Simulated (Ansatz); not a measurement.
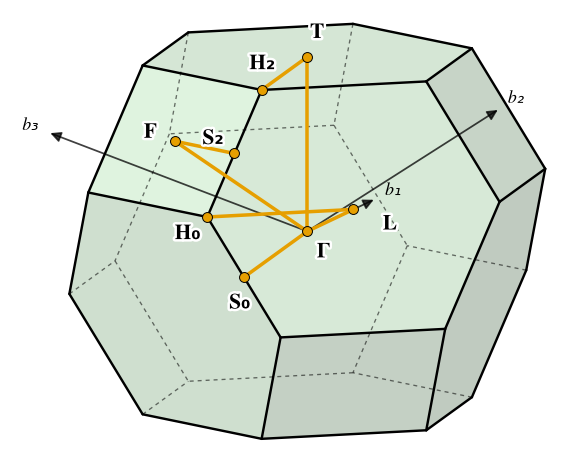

Crystal: LiNbO3, the geometry relaxed with DFT r2SCAN, scalar-relativistic, plane waves, PAW (Ansatz 0.2.0). The first Brillouin zone and its special points. All values are computed from the atomic coordinates in the standard setting (tolerance 0.002 Å).

Space group R3c (No. 161, hexagonal axes); a = 5.138 Å, b = 5.138 Å, c = 13.884 Å, α = 90.00°, β = 90.00°, γ = 120.00°.

Labels and path follow the convention of Hinuma et al. (2017), as computed by seekpath; the arrows show the directions of the reciprocal primitive vectors b₁, b₂, b₃, in which coordinates are given; lengths include the factor 2π.

**List the special points with their coordinates and distances from Γ.**

| point | k₁ | k₂ | k₃ | length of k (1/Å) |
| --- | --- | --- | --- | --- |
| Γ | 0 | 0 | 0 | 0.000 |
| T | 1/2 | 1/2 | 1/2 | 0.679 |
| L | 1/2 | 0 | 0 | 0.741 |
| F | 1/2 | 0 | 1/2 | 0.839 |
| S₀ | 0.368 | −0.368 | 0 | 0.899 |
| S₂ | 0.632 | 0 | 0.368 | 0.899 |
| H₀ | 1/2 | −0.235 | 0.235 | 0.938 |
| H₂ | 0.765 | 0.235 | 1/2 | 0.938 |

**What is the zone's volume?**

(2π)³ over the primitive cell's volume of 105.79 Å³: 2.34 Å⁻³.
